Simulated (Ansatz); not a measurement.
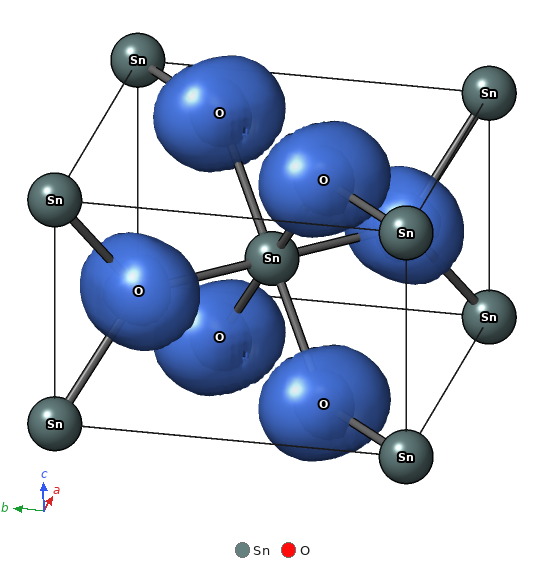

Figure. SnO2. Isosurface of the ELF at 0.75 (blue), seen at an oblique angle. Core shells and regions of very low density are left out. Sticks mark near contacts.

Space group P4₂/mnm; a structure from a database of computed crystals, not necessarily the ambient phase; changed on purpose from its base cell (all atoms moved at random, sigma 0.05 A a component; relaxed back).

The calculation used Ansatz 0.2.0, DFT LDA, scalar-relativistic, plane waves, PAW.

In a PAW calculation such maps are meaningful between the atoms, not at the nuclei.

```cif
data_structure
_symmetry_space_group_name_H-M 'P 1'
_symmetry_Int_Tables_number 1
_cell_length_a 4.7232
_cell_length_b 4.7219
_cell_length_c 3.1905
_cell_angle_alpha 90.001
_cell_angle_beta 90.001
_cell_angle_gamma 89.998
_cell_volume 71.16
loop_
_atom_site_label
_atom_site_type_symbol
_atom_site_fract_x
_atom_site_fract_y
_atom_site_fract_z
_atom_site_occupancy
Sn1 Sn 0.50000 0.50000 0.50000 1
Sn2 Sn 0.00000 0.00000 0.00000 1
O1 O 0.30646 0.30572 0.00001 1
O2 O 0.80643 0.19423 0.50000 1
O3 O 0.19356 0.80573 0.50000 1
O4 O 0.69359 0.69422 0.00000 1
```

> What do the ELF domains correspond to?

The ELF exceeds this value in four regions wrapped around O (the valence shell of each), counted in one cell of 6 atoms. Regions shared between cells count once.

Values along the shortest contacts:
Sn–O (2.04 Å): the ELF peaks at about 0.80 in the valence shell of O, 0.6 Å from its nucleus, and is about 0.25 at the midpoint (no shared electron pair shows on this line).
